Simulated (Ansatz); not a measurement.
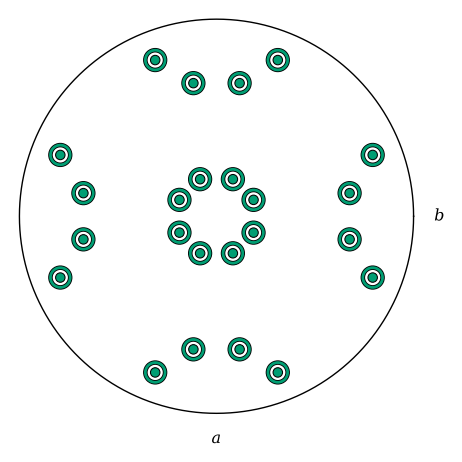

Stereographic projection: filled dots lie in the upper hemisphere, open rings in the lower. The c axis points at the viewer. The poles are all faces of one general form. Computed from the symmetry operations of a computed or model structure of composition NbN.

Q: Which point group is this?

A: m-3m (Oh), order 48, cubic system: three fourfold axes, four threefold axes, six twofold axes, nine mirror planes, an inversion centre.

Q: Which physical properties does it allow?

A: It is centrosymmetric, so neither piezoelectric nor pyroelectric; it is not chiral.
